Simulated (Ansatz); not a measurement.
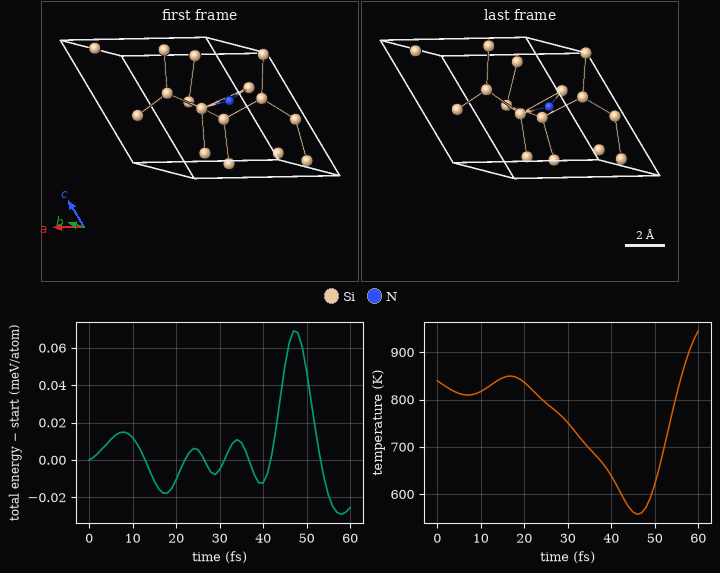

A Born-Oppenheimer molecular dynamics run of Si with an interstitial N (17 atoms in the cell), 60 fs long. It starts from the last geometry of an earlier run, with fresh velocities. A ball-and-stick model of the reduced simulation cell, seen from a free direction. Bonds to atoms that aren't drawn are left out. Lengths and directions refer to the drawn axes.

Computed with Ansatz, DFT PBE, scalar-relativistic, plane waves, PAW. Run with plane-wave cutoff 420 eV; k-point mesh 2 × 2 × 2; Fermi-Dirac smearing 0.02 eV; spin collinear; low-accuracy preset; constant energy (NVE); velocities drawn for 840 K; time step 1 fs.

### How well is the energy conserved, and can the run be trusted?

The total energy stays between −0.029 and 0.069 meV per atom of its start. A straight-line fit has a slope that amounts to +0.0064 meV per atom over 60 fs (under 0.1 % of the mean kinetic energy), and the ripple about it is 0.2 % of the kinetic energy's fluctuation. With a drift under 2 % and a ripple under 7 %, the integration is accurate. Over the second half the temperature averages 699 K (spread ±110 K). The potential energy in the second half lies on average 17.1 meV per atom above the first frame.

Limits of the set-up: the k-point mesh is coarse for a cell with partly filled bands; the program's low-accuracy preset was used; the periodic images lie only 7.7 Å apart, so the values are limited by the cell's size.

PAW datasets: the set soft_1.
